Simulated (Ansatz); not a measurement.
C (slab)

The calculation's input:

```
crystal:
  lattice:
    - [2.5254142366, 0.0, 0.0]
    - [0.0, 2.5254142366, 0.0]
    - [0.0, 0.0, 26.607293958]
  atoms:
    - { symbol: C, position: [0.0, 0.5, 0.2818775939] }
    - { symbol: C, position: [0.0, 0.0, 0.3154348871] }
    - { symbol: C, position: [0.5, 0.0, 0.3489921804] }
    - { symbol: C, position: [0.5, 0.5, 0.3825494736] }
    - { symbol: C, position: [0.0, 0.5, 0.4161067669] }
    - { symbol: C, position: [0.0, 0.0, 0.4496640601] }
    - { symbol: C, position: [0.5, 0.0, 0.4832213534] }
    - { symbol: C, position: [0.5, 0.5, 0.5167786466] }
    - { symbol: C, position: [0.0, 0.5, 0.5503359399] }
    - { symbol: C, position: [0.0, 0.0, 0.5838932331] }
    - { symbol: C, position: [0.5, 0.0, 0.6174505264] }
    - { symbol: C, position: [0.5, 0.5, 0.6510078196] }
    - { symbol: C, position: [0.0, 0.5, 0.6845651129] }
    - { symbol: C, position: [0.0, 0.0, 0.7181224061] }
basis:
  ecutwfc: 420
kpoints:
  mp_grid: { grid: [10, 10, 1] }
hamiltonian:
  xc: pbe
scf:
  occupations: { method: gaussian, width: 0.05 }
output:
  forces: true
  eigenvalues: true
  write_density: true
  write_potential: true
  elf: true
  volumetric_format: npy
relax:
  adjacent_minimum: "off"
  f_tol: 0.02
  max_steps: 60
efield:
  axis: 3
  dipole_correction: true
  ramp_width: 0.04
```

Launched as:

```sh
ansatz run input.yaml --threads 1 --pin off --max-ram 2560MiB --backend cpu --events-out ev --progress --plain --runs-dir out
```

The fields are those of the run's last geometry, not of the input's.

All numbers below come from DFT PBE, scalar-relativistic, plane waves, PAW in Ansatz.

In a PAW calculation such maps are meaningful between the atoms, not at the nuclei.

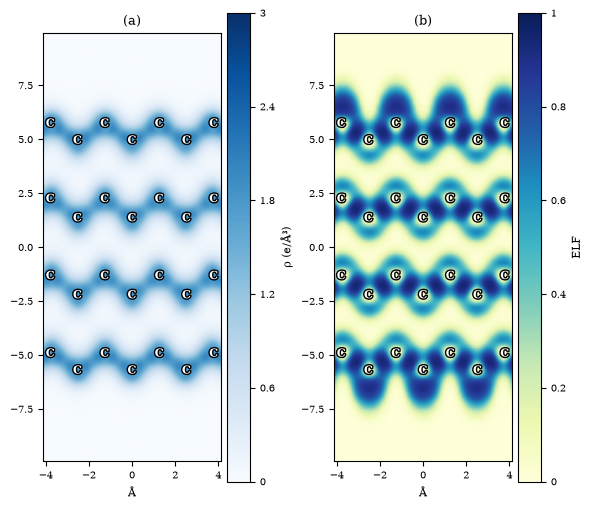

Figure 1. (a) valence charge density (pseudo); (b) electron localisation function on the (100) plane of the calculation cell, a cut from vacuum to vacuum.

**What does the map show?**

Atoms in the plane: C. C–C (1.49 Å): the density is about 1.8 e/Å³ at the midpoint; the ELF peaks at about 0.95 between the atoms. C–C (1.55 Å): the density is about 1.6 e/Å³ at the midpoint; the ELF peaks at about 0.95 between the atoms. The density dies away to nearly zero in the vacuum.

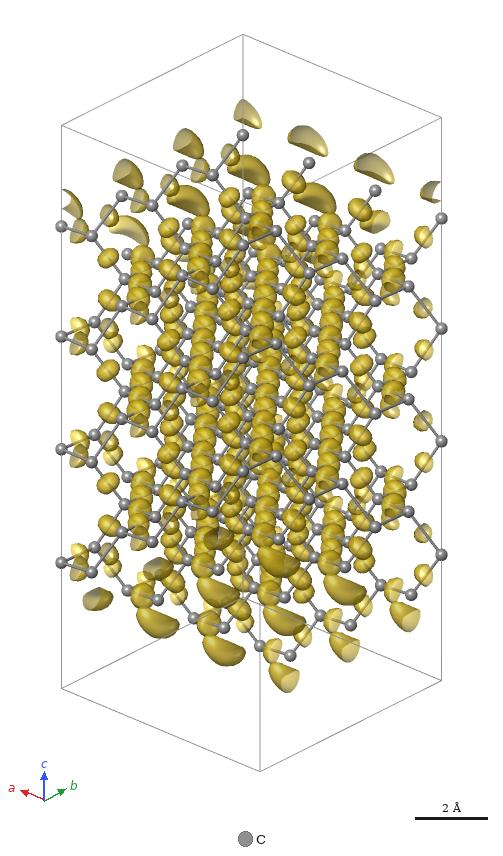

Figure 2. Isosurface of the ELF at 0.85 (yellow), seen at an oblique angle. Only the valence region is drawn (cores and ρ < 0.01 e/Å³ removed). Sticks mark near contacts.

**Identify the bonds, lone pairs and shells in this picture.**

The surface consists of 26 regions between bonded C–C atoms and two lobes on C, pointing away from the bonds (lone pairs), counted in one cell of 14 atoms. Counts are for one cell; the picture repeats the cell along the surface.


 C–C (1.54 Å): the ELF peaks at about 0.95 between the atoms.

**Does the calculation make it a metal, or give it a gap?**

It is metallic or semimetallic at this level of theory: no gap opens.
